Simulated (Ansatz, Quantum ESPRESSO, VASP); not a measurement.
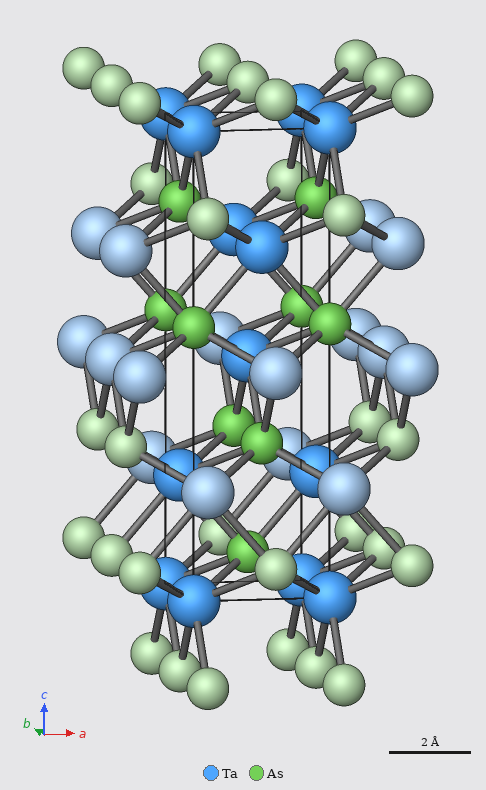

TaAs, space group I4₁md (No. 109), a = 3.444 Å, b = 3.444 Å, c = 11.736 Å, α = 90.00°, β = 90.00°, γ = 90.00° (17.40 Å³/atom). We look at a ball-and-stick model of the crystal slightly off an axis. The edges of the conventional unit cell are marked. Bonded atoms from the next cells complete the picture, in fainter colours. The cell is a structure listed in the Materials Project.

The cell was scaled uniformly, at fixed shape and fractional positions, in three programs or potential sets. Alike in all runs: functional PBE; k mesh 11 × 11 × 11 on the run's cell of 4 atoms; occupations fermi-dirac, width 0.05 eV; no spin polarisation; no spin-orbit coupling.

Energies from Ansatz (Ansatz PAW soft_1):

| volume (Å³/atom) | E − E(lowest point) (meV/atom) |
| --- | --- |
| 16.353 | 55.68 |
| 16.700 | 27.68 |
| 17.048 | 9.73 |
| 17.396 | 0.81 |
| 17.744 | 0.00 |
| 18.092 | 6.48 |
| 18.440 | 19.50 |

Question: Fit a third-order Birch-Murnaghan equation of state to these points.

Answer: V0 = 17.61 Å³/atom, B0 = 177 GPa and B0′ = 4.4. V0 lies 1.2 % above the volume of the cell as given.

The same fit in all programs:

```tsv
program	V0 (Å³/atom)	B0 (GPa)	B0′
Ansatz (Ansatz PAW soft_1)	17.61	177	4.4
Quantum ESPRESSO (SSSP 1.3 efficiency)	17.65	178	4.4
VASP (PBE potentials, release 64 Ta_pv, As)	?	?	?
```

Question: What does VASP (PBE potentials, release 64 Ta_pv, As) give?

Answer: V0 = 17.65 Å³/atom, B0 = 178 GPa and B0′ = 4.4. The other rows span 17.61 to 17.65 Å³/atom and 177 to 178 GPa.

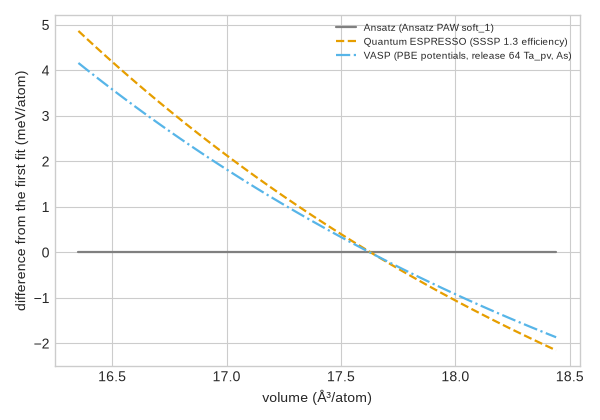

Each fitted curve, counted from its own minimum, less that of Ansatz (Ansatz PAW soft_1). With one functional throughout, the spread comes from potentials, basis sets and numerical settings; B0′ is uncertain by a few tenths over so narrow a range.

Caveat: the cell was scaled at fixed shape and fractional positions, which overstates the stiffness of a crystal with free parameters, most of all of layers and chains; spin-orbit coupling is left out, which matters for Ta, if less for volumes and forces than for levels.
